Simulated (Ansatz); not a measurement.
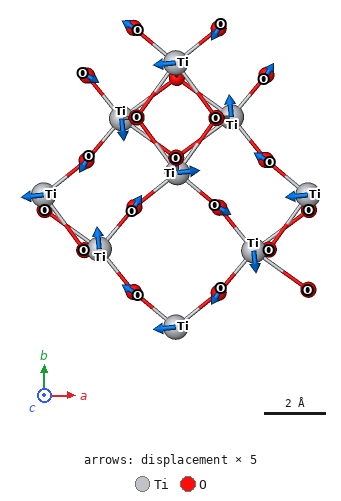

A relaxation of solid TiO2 (set up in I4/m). The starting structure is drawn; blue arrows show the displacements (the part carried along by the change of the cell is left out), 5 times their true length.

A ball-and-stick model of the atoms within 5.8 Å of the atom that moves most (axes of the conventional cell (2 times the calculation's cell)), seen along the c axis. Lengths and directions refer to the drawn axes.

The run lets cell and atoms move.

Computed with Kohn-Sham DFT of a periodic cell, PBE, Ansatz PAW in Ansatz 0.2.0.

The input:
```yaml
crystal:
  lattice:
    - [-4.3507577183, 4.3507577183, 1.8875555959]
    - [4.3507577183, -4.3507577183, 1.8875555959]
    - [4.3507577183, 4.3507577183, -1.8875555959]
  atoms:
    - { symbol: Ti, position: [0.292281705, 0.997144755, 0.28942646] }
    - { symbol: Ti, position: [0.002855245, 0.292281705, 0.29513695] }
    - { symbol: Ti, position: [0.997144755, 0.707718295, 0.70486305] }
    - { symbol: Ti, position: [0.707718295, 0.002855245, 0.71057354] }
    - { symbol: O, position: [0.498863825, 0.849215285, 0.34807911] }
    - { symbol: O, position: [0.16166202, 0.1596026, 0.32126462] }
    - { symbol: O, position: [0.150784715, 0.498863825, 0.64964854] }
    - { symbol: O, position: [0.1596026, 0.83833798, 0.99794058] }
    - { symbol: O, position: [0.8403974, 0.16166202, 0.00205942] }
    - { symbol: O, position: [0.849215285, 0.501136175, 0.35035146] }
    - { symbol: O, position: [0.83833798, 0.8403974, 0.67873538] }
    - { symbol: O, position: [0.501136175, 0.150784715, 0.65192089] }
hamiltonian:
  xc: pbe
  pseudopotentials: { kind: paw }
kpoints:
  mp_grid: { grid: [6, 6, 6] }
scf:
  occupations: { method: fermi_dirac, width: 0.05 }
output:
  forces: true
  stress: true
  eigenvalues: true
  write_density: true
  write_potential: true
  elf: true
  volumetric_format: npy
relax:
  f_tol: 0.01
  max_steps: 40
  cell: { stress_tol: 0.05, p_target: 20.0 }
```

Run as
```bash
ansatz run input.yaml --threads 4 --pin off --max-ram 11264MiB --backend cpu --events-out ev --progress --plain --runs-dir out
```

Question: Atoms of which element are displaced furthest, and by how much?

Answer: Titanium: up to 0.15 Å, against 0.09 Å for oxygen.

Question: What happened in the run?

Answer: The largest moves relative to the cell, 0.15 Å, are those of Ti atoms. Largest moves by element: Ti 0.15 Å, O 0.09 Å. The volume changes by −7.3 %, with a = b 8.702 → 8.460 Å (−2.8 %), c 3.775 → 3.703 Å (−1.9 %). Near-neighbour distances that change, for instance: O–Ti 2.211 → 2.078 Å, Ti–Ti 3.178 → 3.092 Å, O–Ti 1.801 → 1.740 Å, O–Ti 1.952 → 1.912 Å. Among the angles between lasting bonds that change: O–Ti–O 92.5° → 84.8°, O–Ti–O 166.2° → 173.4°, O–Ti–O 164.4° → 157.6°. The space group stays I4/m (No. 87). Over 11 accepted moves (15 points after the start) the energy rises by 61.1 meV per atom. With the target pressure of 20 GPa, the enthalpy E + pV changes by −47.2 meV per atom. The largest force component goes from 0.19 to 0.004 eV/Å. The pressure goes from 3.20 to 20.00 GPa. The line search rejected the trial steps at points 8, 11 of the run. The SCF was repeated twice at an unchanged geometry on a basis and grid sized afresh for the cell, which shifted the energy by 2.4 meV per atom at most.
